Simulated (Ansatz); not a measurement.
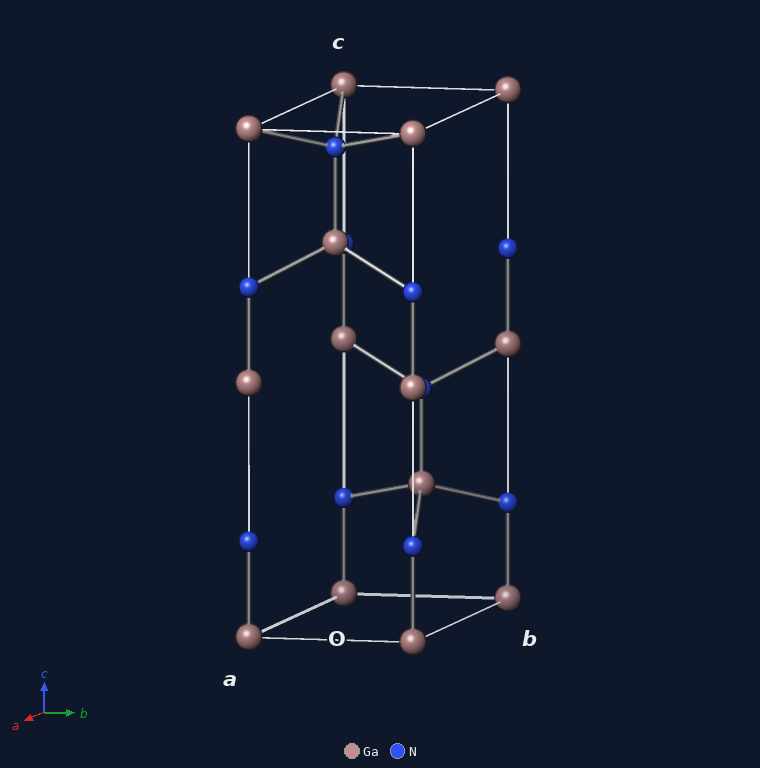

One unit cell is drawn above. Crystal: GaN, the end point of a relaxation with DFT, PBEsol, plane waves, PAW (Ansatz); the starting structure was generated, so it need not be a known form of this composition. Symmetry computed with spglib at a tolerance of 0.002 Å; standard conventional cell.

```
CELL_PARAMETERS angstrom
3.18155 0.00000 0.00000
-1.59077 2.75530 0.00000
0.00000 0.00000 10.37854
ATOMIC_POSITIONS crystal
Ga 0.00000 0.00000 0.00121
Ga 0.33333 0.66667 0.25148
Ga 0.00000 0.00000 0.50121
Ga 0.66667 0.33333 0.75148
N 0.00000 0.00000 0.18916
N 0.33333 0.66667 0.43931
N 0.00000 0.00000 0.68916
N 0.66667 0.33333 0.93931
```

Q: What is its point group?

A: 6mm (C6v), order 12, hexagonal system: one sixfold axis, six mirror planes.

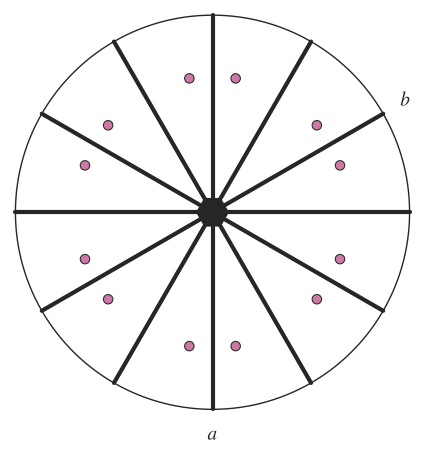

Stereographic projection: filled dots lie in the upper hemisphere, open rings in the lower; heavy lines are mirror planes (a heavy rim: a mirror in the plane of the page); lens, triangle, square and hexagon are 2-, 3-, 4- and 6-fold axes, a lens in an open square is −4, a triangle in an open hexagon −6; thin dashed diameters join the ends of axes that lie in the page; a small open circle marks inversion. The poles are one general form. The c axis points at the viewer.

Q: What does this class allow?

A: Class 6mm is not centrosymmetric; polar, so pyroelectricity and piezoelectricity are allowed; it is not chiral. Its Laue class is 6/mmm.
